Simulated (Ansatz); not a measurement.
Run report: Al, single-point calculation

- system: Al (2 atoms in the cell)
- method: DFT, LDA (PW92), plane waves (420 eV) with PAW, scalar-relativistic, no spin polarisation (Ansatz 0.2.0)

It belongs to a series of runs on one base structure; here: volume × 0.92.

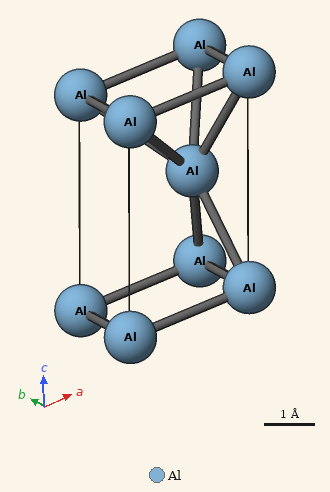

**Figure 1.** The structure as given in the input (ball-and-stick view of the reduced cell, seen slightly off an axis).

Summary

| quantity | value |
| --- | --- |
| outcome | converged |
| space group (tolerance 0.01 Å) | C2/c (15) |
| electrons treated | 6 |
| free energy | −1025.5332 eV |
| Fermi energy | 8.262 eV |
| pressure | 7.60 GPa |
| hardware | 2 threads of an Arm (aarch64) CPU, shared host |
| wall time | 6.3 s (CPU time 12 s) |
| peak memory | 0.52 GiB |

Notes

Warnings of the run: the PAW datasets were made with another functional. The cell is under a pressure of 7.6 GPa at this level, so it is not at its equilibrium volume.

Input
```yaml
crystal:
  lattice:
    - [-3.1643211438, 2.7725037496, 1.3154737465]
    - [2.7725037496, -3.1643211438, 1.3154737465]
    - [2.2993612592, 2.2993612592, -2.0330880218]
  atoms:
    - { symbol: Al, position: [0.9895142962, 0.0104857038, 0.0] }
    - { symbol: Al, position: [0.7604857038, 0.2395142962, 0.5] }
hamiltonian:
  xc: lda
  pseudopotentials:
    kind: paw
    azcp:
      Al: "pseudopotentials/Al.paw.azcp"
basis:
  ecutwfc: 420
  fft_grid_basis: typed
kpoints:
  mp_grid: { grid: [18, 18, 12], shift: [0, 0, 0] }
magnetization:
  spin_polarized: false
scf:
  occupations: { method: fermi_dirac, width: 0.1 }
  lower_state_search: "off"
output:
  stress: true
```

Log
```
Warning: [file] the record states the generating functional pbe (its physics header spells it `PBE`), which answers neither for hamiltonian.xc's functional nor for the lda family's — results may be inconsistent (PPs are generated against a specific XC)
Engine: ansatz 0.2.0, aarch64-unknown-linux-gnu
Pseudopotentials: kind: paw
Pseudopotential: Al, paw, valence charge 3, recommended cutoff 420 eV (normal), [file]
Functional definition: SPW92
  exchange = slater_x
  correlation = pw_c
Crystal: 2 atoms, lattice volume = 31.186 Å³
Basis set: ecut = 420 eV, 623 PW (Γ)
Bands: 7, of which v1, the nominal top of the filled ones, is band 3 counted from 1 (2 counted from 0)
Symmetry: 4 space group operations
Space group: C2/c (ITA 15), of the structure as read, at distance tolerance 3.1e-5 Å
k-points: 1037 of 3888
Non-local potential: Al, projectors of the file, l = 0: 2, l = 1: 2, l = 2: 1
PAW form: soft (Blöchl's): semilocal exchange-correlation on the pseudo side does not see the compensation charge
PAW frozen core: Al, regenerated for the run's functional, and the local potential with it (the file was generated under x = pbe(κ = 0.804, μ = 0.2195149727645171), c = pbe(β = 0.06672455060314922))
PAW one-centre angular grid: Al, 110 points (default); XC on 64 Gauss nodes
Initial density: superposition of atomic densities (neutral atoms: chi_scale 0, normalization atom), corrected by the library's trained network
Initial wavefunctions: pseudopotential atomic-orbital guess
Functional: x = slater, c = lda
SCF iter   1: F=—  HF=-1025.535144 eV  |F-HF|=—  |Δ(HF+E_count)|=         —  Δρ=3.85e-3  dr2=4.67e-3  ethr=1.77e-3  ⟨swp⟩=5.1  Hψ=59510  notcnv=0
preconditioner: auto → none  [metal: Δε(μ)=0.005 eV  Ē_g=9.304 eV  σ=0.100 eV  W_gap=0.01  n_scr=2 (ndim 8)  ℏωp=16.3 eV  f_vac=0.000  D(μ)=0.75/eV (n_scr^D=2)  sad-step TF]
SCF iter   2: F=—  HF=-1025.533995 eV  |F-HF|=—  |Δ(HF+E_count)|=   1.15e-3  Δρ=2.38e-3  dr2=1.87e-3  ethr=7.78e-5  ⟨swp⟩=1.0  Hψ=15555  notcnv=0
SCF iter   3: F=—  HF=-1025.533204 eV  |F-HF|=—  |Δ(HF+E_count)|=   7.91e-4  Δρ=1.47e-4  dr2=1.20e-5  ethr=3.12e-5  ⟨swp⟩=2.0  Hψ=10370  notcnv=0
SCF iter   4: F=—  HF=-1025.533203 eV  |F-HF|=—  |Δ(HF+E_count)|=   1.51e-6  Δρ=1.08e-4  dr2=1.39e-5  ethr=2.01e-7  ⟨swp⟩=2.0  Hψ=9448  notcnv=0
iter 5 did not close the SCF: its close was put off for the readings that it lacked (scf_convergence_deferred on its scf_iter line)
SCF iter   5: F=-1025.533198 eV  HF=-1025.533198 eV  |F-HF|=2.44e-9  |Δ(HF+E_count)|=   4.55e-6  Δρ=5.10e-6  dr2=4.20e-9  ethr=2.01e-7  ⟨swp⟩=2.0  Hψ=9187  notcnv=0
SCF iter   6: F=-1025.533198 eV  HF=-1025.533198 eV  |F-HF|=7.37e-11  |Δ(HF+E_count)|=   6.11e-9  Δρ=9.72e-7  dr2=1.40e-10  ethr=6.99e-11  ⟨swp⟩=1.3  Hψ=21457  notcnv=0
SCF 1 converged in 6 iterations: F = -1025.533198 eV  dr2 = 1.40e-10
  greatest PAW one-centre occupation: 0.470 electrons in one spin orbital (limit 2), on the Al atom at site 1 (counted from 0), in its partial waves of l = 0
```

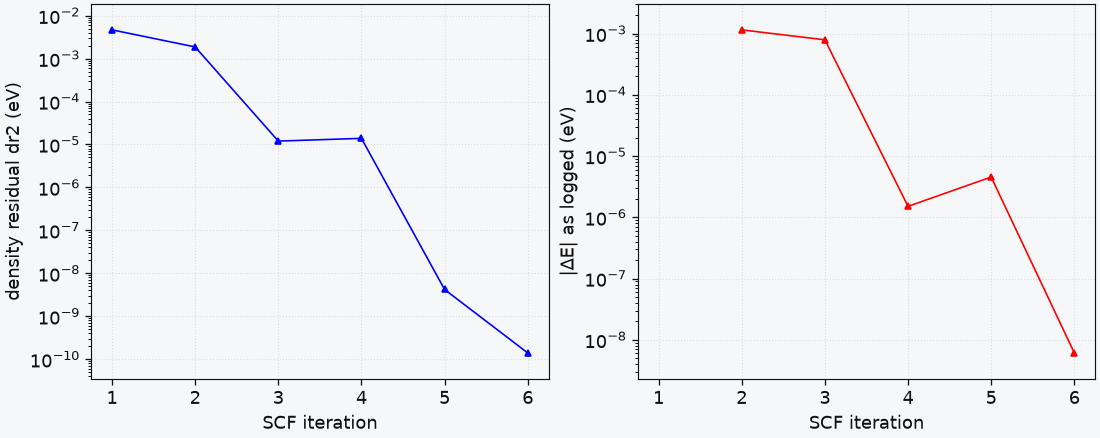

**Figure 2.** Convergence of the self-consistent field: density residual dr2 and size of the energy change against the SCF iteration. The residual falls almost steadily, with no more than small rises.

```
SCF converged after 6 iterations
Free energy (F): -1025.533198 eV
Harris-Foulkes:  -1025.533198 eV  (|F-HF|=7.37e-11)
Internal energy: -1025.508252 eV  (E = F + TS)
E sigma→0 (E₀):  -1025.520725 eV
Entropy (-TS):   -0.024946 eV (-12.473 meV/atom)
Fermi energy:    8.262248 eV
--- Per-component energies (eV) ---
  E_band       = 22.040187
  E_kinetic    = 48.242645
  E_local      = 17.621579  (includes V_loc(G=0)·N_el)
  E_nonlocal   = 22.912131
  E_hartree    = 0.757207
  E_xc         = -79.686373
  E_vxc        = -59.820624  (∫ρ·V_xc dr)
  E_paw        = -887.026750  (= ΣΔE_a)
  E_vpaw       = -8.429955  (= ΣTr[D̂ρ^β])
  E_aug_tail   = -0.000008  (compensation charges beyond the density's cutoff)
  E_ewald      = -148.440116
  E_core_change = 0.111433  (= ΣΔE_core)
  E_smearing   = -0.024946  (= −TS)
  E_closure    = 0.000000  (closes the sum)
  Σ components = -1025.533198   (vs F -1025.533198, Δ=0.00e0)
--- Stress (GPa, compression-positive) ---
        7.630018      -0.247321      -0.028689
       -0.247321       7.630018      -0.028689
       -0.028689      -0.028689       7.525691
  P = ⅓ Tr σ = 7.5952 GPa (75.952 kbar)
```
